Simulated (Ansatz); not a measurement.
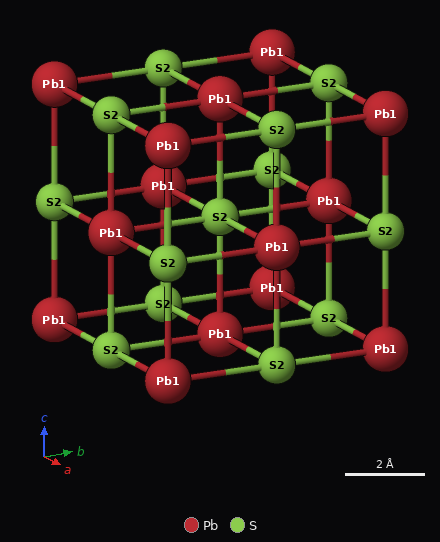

**Figure 1.** The structure as given in the input (ball-and-stick view of the cell 4 times as large as that of the calculation, set on its symmetry axes, seen at an oblique angle; atoms are numbered from 1 in the order of the input). An atom can appear more than once, as a periodic image.

Band-structure calculation of PbS

- system: PbS (Fm-3m, 2 atoms in the cell)
- method: DFT, PBE, plane waves, PAW, no spin polarisation (Ansatz 0.2.0)

The structure was built on a prototype by a generator. The geometry comes from this level: r2SCAN (a point of a series of strains). It belongs to a series of runs on one base structure; here: hydrostatic strain +4.0%. Figures and captions count atoms from 1; the log counts them from 0 in places.

What the program printed
```
scf.n_extra_bands = 4 over 10 filled bands (N_el = 20.0): the run solves 14 bands
Engine: ansatz 0.2.0, x86_64-unknown-linux-gnu
Pseudopotentials: kind: paw
Pseudopotential: Pb, paw, valence charge 14, recommended cutoff 420 eV (normal), Pb.paw.azcp
Pseudopotential: S, paw, valence charge 6, recommended cutoff 420 eV (normal), S.paw.azcp
Functional definition: PBE
  parameter kappa = 0.804
  parameter beta = 0.06672455060314922
  exchange = pbe_x(kappa = kappa, mu = beta*pi^2/3)
  correlation = pbe_c(beta = beta)
Crystal: 2 atoms, lattice volume = 59.970 Å³
Basis set: ecut = 420 eV, 1211 PW (Γ), exchange–correlation on 60×60×60 points (8 copies of the dense FFT grid, shifted against one another)
Bands: 14, of which v1, the nominal top of the filled ones, is band 10 counted from 1 (9 counted from 0)
Symmetry: 48 space group operations
Space group: Fm-3m (ITA 225), of the structure as read, at distance tolerance 3.9e-5 Å
k-points: 29 of 512
Non-local potential: Pb, projectors of the file, l = 0: 2, l = 1: 2, l = 2: 2, l = 3: 2
Non-local potential: S, projectors of the file, l = 0: 2, l = 1: 2, l = 2: 2
PAW form: soft (Blöchl's): semilocal exchange-correlation on the pseudo side does not see the compensation charge
PAW one-centre angular grid: Pb, 590 points (default); XC on 64 Gauss nodes
PAW one-centre angular grid: S, 110 points (default); XC on 64 Gauss nodes
Initial density: superposition of atomic densities (neutral atoms: chi_scale 0, normalization atom), corrected by the library's trained network
Initial wavefunctions: pseudopotential atomic-orbital guess
Functional: x = pbe(κ = 0.804, μ = 0.2195149727645171), c = pbe(β = 0.06672455060314922)
SCF iter   1: F=—  HF=-12809.489603 eV  |F-HF|=—  |Δ(HF+E_count)|=         —  Δρ=1.43e-3  dr2=2.55e-3  ethr=1.77e-3  ⟨swp⟩=6.3  Hψ=2391  notcnv=0
preconditioner: auto → none  [insulator: Δε(μ)=0.783 eV  Ē_g=15.048 eV  σ=0.020 eV  W_gap=1.00  n_scr=14 (ndim 8)  ℏωp=21.4 eV  f_vac=0.009  D(μ)=0.00/eV (n_scr^D=0)  ε∞_Penn≈3.0]
SCF iter   2: F=—  HF=-12809.488069 eV  |F-HF|=—  |Δ(HF+E_count)|=   1.53e-3  Δρ=4.48e-4  dr2=9.90e-5  ethr=1.28e-5  ⟨swp⟩=2.9  Hψ=1035  notcnv=0
SCF iter   3: F=—  HF=-12809.488056 eV  |F-HF|=—  |Δ(HF+E_count)|=   1.32e-5  Δρ=1.58e-4  dr2=1.16e-5  ethr=4.95e-7  ⟨swp⟩=2.1  Hψ=635  notcnv=0
SCF iter   4: F=—  HF=-12809.488067 eV  |F-HF|=—  |Δ(HF+E_count)|=   1.07e-5  Δρ=4.89e-5  dr2=1.48e-6  ethr=5.79e-8  ⟨swp⟩=2.1  Hψ=513  notcnv=0
iter 5 did not close the SCF: its close was put off for the readings that it lacked (scf_convergence_deferred on its scf_iter line)
SCF iter   5: F=-12809.488068 eV  HF=-12809.488068 eV  |F-HF|=2.32e-8  |Δ(HF+E_count)|=   1.20e-6  Δρ=8.02e-6  dr2=5.60e-8  ethr=7.41e-9  ⟨swp⟩=2.0  Hψ=517  notcnv=0
SCF iter   6: F=-12809.488068 eV  HF=-12809.488068 eV  |F-HF|=7.09e-11  |Δ(HF+E_count)|=   7.73e-9  Δρ=3.33e-7  dr2=2.57e-11  ethr=2.80e-10  ⟨swp⟩=5.9  Hψ=2267  notcnv=0
SCF 1 converged in 6 iterations: F = -12809.488068 eV  dr2 = 2.57e-11
  greatest PAW one-centre occupation: 0.982 electrons in one spin orbital (limit 2), on the Pb atom at site 0 (counted from 0), in its partial waves of l = 2
NSCF: frozen V_eff on 7 k-points
SCF converged after 6 iterations
Free energy (F): -12809.488068 eV
Harris-Foulkes:  -12809.488068 eV  (|F-HF|=7.09e-11)
Internal energy: -12809.488068 eV  (E = F + TS)
E sigma→0 (E₀):  -12809.488068 eV
Fermi energy:    6.695297 eV
--- Per-component energies (eV) ---
  E_band       = -88.191459
  E_kinetic    = 389.876712
  E_local      = -1322.757257  (includes V_loc(G=0)·N_el)
  E_nonlocal   = 378.261162
  E_hartree    = 509.851687
  E_xc         = -316.938546
  E_vxc        = -218.315641  (∫ρ·V_xc dr)
  E_paw        = -11003.096199  (= ΣΔE_a)
  E_vpaw       = -334.959782  (= ΣTr[D̂ρ^β])
  E_aug_tail   = 0.000050  (compensation charges beyond the density's cutoff)
  E_ewald      = -1444.685677
  E_smearing   = -0.000000  (= −TS)
  E_closure    = 0.000000  (closes the sum)
  Σ components = -12809.488068   (vs F -12809.488068, Δ=0.00e0)
--- Forces (eV/Å), atoms counted from 1 ---
  atom   1  Pb    -0.00000000     0.00000000     0.00000000
  atom   2  S      0.00000000    -0.00000000    -0.00000000
  max |Σ_I F_I| component: 8.02e-30 eV/Å
--- Stress (GPa, compression-positive) ---
       -4.260969       0.000000      -0.000000
        0.000000      -4.260969      -0.000000
       -0.000000      -0.000000      -4.260969
  P = ⅓ Tr σ = -4.2610 GPa (-42.610 kbar)
--- Band table (eV; the first three rows and the last of 29) ---
  k-point 0: bands = ["-10.2645", "-10.2645", "-10.2645", "-10.2461", "-10.2461", "-6.0445", "0.1404", "4.8764", "4.8764", "4.8764", "11.2028", "11.2028", "11.2028", "13.4289"]
  k-point 1: bands = ["-10.2639", "-10.2623", "-10.2623", "-10.2468", "-10.2468", "-5.9397", "-0.1328", "4.9086", "4.9086", "5.0639", "10.2178", "10.6332", "10.6332", "13.2993"]
  k-point 2: bands = ["-10.2625", "-10.2613", "-10.2613", "-10.2441", "-10.2441", "-5.6541", "-0.7747", "5.0004", "5.0004", "5.4871", "8.7792", "9.6568", "9.6568", "13.4124"]
  k-point 28: bands = ["-10.2961", "-10.2544", "-10.2544", "-10.2439", "-10.2296", "-4.8369", "-1.1060", "2.9812", "2.9812", "5.6764", "8.6520", "10.9598", "10.9598", "14.3720"]
```

File bands.tsv
```
# k_distance	band_0	band_1	band_2	band_3	band_4	band_5	band_6	band_7	band_8	band_9	band_10	band_11	band_12	band_13
# fermi_ev = 6.695297
# lock_threshold_ev = 1e-6
# [0, 0, 0] at k_distance = 0.000000
# [0.5, 0, 0.5] at k_distance = 1.011224
# [0.625, 0.25, 0.625] at k_distance = 1.368746
# [0.375, 0.375, 0.75] at k_distance = 1.987992
# [0.5, 0.5, 0.5] at k_distance = 2.607238
# [0.5, 0.25, 0.75] at k_distance = 3.322281
# [0, 0, 0.5] at k_distance = 4.037325
# levels_relative_to = fermi_ev
# free_energy_ev = -12809.488068
# largest_residual_norms_ev = 9.502e-4 1.141e-3 1.151e-3 1.724e-4 1.083e-3 4.516e-4 6.580e-4 1.337e-3 1.588e-3 1.514e-3 7.472e-4 1.075e-3 6.960e-4 1.836e-3
0.000000	-16.959839	-16.959839	-16.959839	-16.941401	-16.941401	-12.739819	-6.554904	-1.818922	-1.818922	-1.818922	4.507522	4.507522	4.507522	6.733561
1.011224	-17.012941	-16.973547	-16.926474	-16.924848	-16.924848	-11.572389	-7.324541	-4.369032	-2.884133	-2.884133	4.130886	4.815391	4.872829	4.872829
1.368746	-16.994378	-16.960253	-16.936270	-16.934243	-16.929575	-11.563686	-7.811763	-4.013615	-2.466203	-2.230352	2.988922	3.644270	4.473138	6.032226
1.987992	-16.994378	-16.960253	-16.936270	-16.934243	-16.929575	-11.563686	-7.811763	-4.013615	-2.466202	-2.230352	2.988922	3.644270	4.473138	6.032226
2.607238	-16.962100	-16.962100	-16.956117	-16.928659	-16.928659	-11.814337	-8.430415	-1.517086	-1.517086	-0.384368	0.384368	1.913806	1.913806	8.184504
3.322281	-16.991440	-16.949682	-16.949682	-16.939177	-16.924847	-11.532234	-7.801344	-3.714086	-3.714086	-1.018940	1.956735	4.264520	4.264520	7.676714
4.037325	-16.962100	-16.962100	-16.956117	-16.928659	-16.928659	-11.814337	-8.430415	-1.517086	-1.517086	-0.384368	0.384368	1.913806	1.913806	8.184504
```

File rho_z.tsv
```
# z_ang	rho[e/angstrom^3]
# format = ansatz-planar-average/11
# lattice	0.000000000	3.106721983	3.106721983
# lattice	3.106721983	0.000000000	3.106721983
# lattice	3.106721983	3.106721983	0.000000000
# sites	2
# site	82	0.000000000	0.000000000	0.000000000
# site	16	3.106721983	3.106721983	3.106721983
0.000000	6.844957e-1
0.146452	6.588346e-1
0.292905	5.900279e-1
0.439357	4.973004e-1
0.585809	4.009945e-1
0.732261	3.167122e-1
0.878714	2.542062e-1
1.025166	2.172701e-1
1.171618	2.037614e-1
1.318071	2.073253e-1
1.464523	2.200580e-1
1.610975	2.342081e-1
1.757427	2.438355e-1
1.903880	2.470002e-1
2.050332	2.461014e-1
2.196784	2.451636e-1
2.343236	2.461014e-1
2.489689	2.470002e-1
2.636141	2.438355e-1
2.782593	2.342081e-1
2.929046	2.200580e-1
3.075498	2.073253e-1
3.221950	2.037614e-1
3.368402	2.172701e-1
3.514855	2.542062e-1
3.661307	3.167122e-1
3.807759	4.009945e-1
3.954212	4.973004e-1
4.100664	5.900279e-1
4.247116	6.588346e-1
```

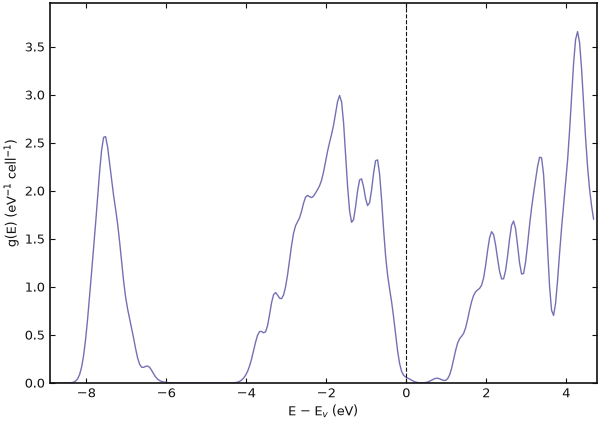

**Figure 2.** Density of states (the curve is built from the levels of the k mesh with Gaussians 0.3 eV wide, which also blur the band edges), with energies from the valence-band top. There is a gap of 0.77 eV on the k-point mesh. Small ripples come from the finite k-point mesh.

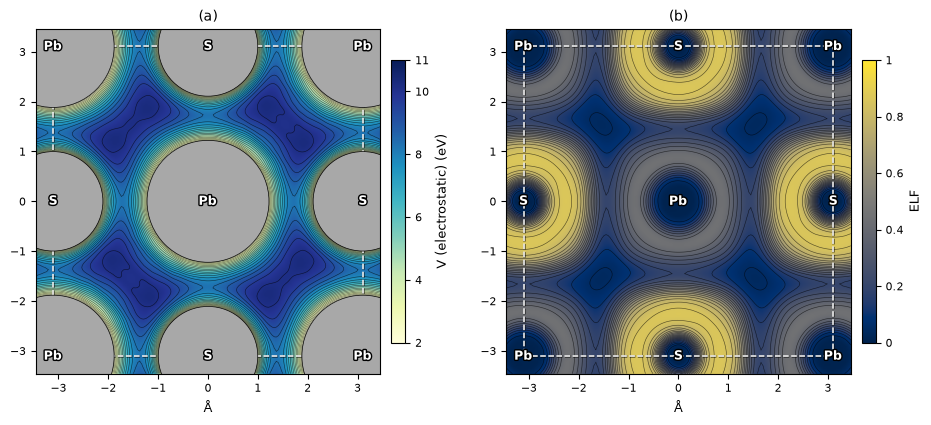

**Figure 3.** (a) electrostatic potential (local pseudopotential plus Hartree) felt by an electron; (b) electron localisation function on the (001) plane of the conventional cell. Grey discs, where drawn, cover atomic cores. Pb–S (3.11 Å): the ELF peaks at about 0.85 in the valence shell of S, 0.9 Å from its nucleus, and drops to about 0.20 between the two atoms. Outside the cores the potential energy rises away from the atoms and is highest about 1.8 Å from the nearest atoms; outside the discs it spans about 8 eV, and its zero is arbitrary. In a PAW calculation such maps are meaningful between the atoms, not at the nuclei.

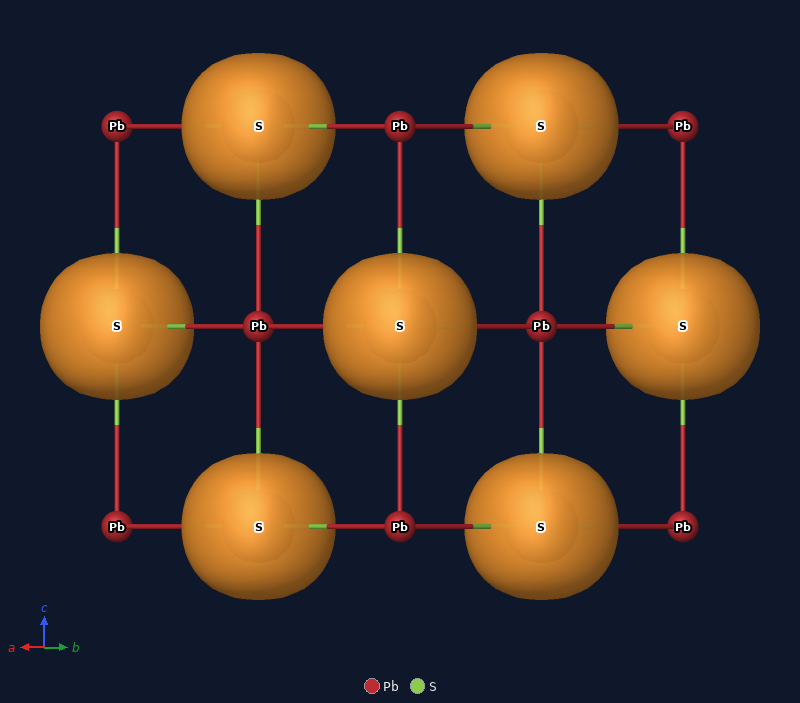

**Figure 4.** Isosurface of the electron localisation function at 0.75 (orange), seen along [110]. Core shells and regions of very low density are left out. Sticks mark near contacts. The outline is the cell set on symmetry axes. Along the contacts the grid gives the following. Pb–S (3.11 Å): the ELF peaks at about 0.85 in the valence shell of S, 0.9 Å from its nucleus, and drops to about 0.20 between the two atoms.

This output came from the following input.

The input
```yaml
crystal:
  lattice:
    - [0.0, 3.1067219832, 3.1067219832]
    - [3.1067219832, 0.0, 3.1067219832]
    - [3.1067219832, 3.1067219832, 0.0]
  atoms:
    - { symbol: Pb, position: [0.0, 0.0, 0.0] }
    - { symbol: S, position: [0.5, 0.5, 0.5] }
kpoints:
  mp_grid: { grid: [8, 8, 8] }
  band_path:
    path:
      - [0.0, 0.0, 0.0]
      - [0.5, 0.0, 0.5]
      - [0.625, 0.25, 0.625]
      - [0.375, 0.375, 0.75]
      - [0.5, 0.5, 0.5]
      - [0.5, 0.25, 0.75]
      - [0.0, 0.0, 0.5]
    npoints: 1
hamiltonian:
  xc: pbe
scf:
  occupations: { method: fermi_dirac, width: 0.02 }
  n_extra_bands: 4
output:
  forces: true
  stress: true
  eigenvalues: true
  write_density: true
  write_potential: true
  elf: true
  volumetric_format: npy
```

Launched with:
```bash
ansatz run input.yaml --threads 2 --pin off --max-ram 29491MiB --backend cpu --events-out ev --progress --plain --runs-dir out
```

Key numbers

- outcome: converged
- space group (tolerance 0.01 Å): Fm-3m (225)
- electrons treated: 20
- free energy: −12809.4881 eV
- Fermi energy: 6.695 eV
- gap on the k-point mesh: 0.77 eV
- pressure: −4.26 GPa
- largest force (length of the vector): under 0.001 eV/Å
- hardware: 2 threads of AMD EPYC (Zen 3), 1656 GiB of memory available, shared host
- wall time: 0.95 s (CPU time 1.6 s)
- peak memory: 0.44 GiB

Remarks

Spin–orbit coupling is left out, which matters for Pb.
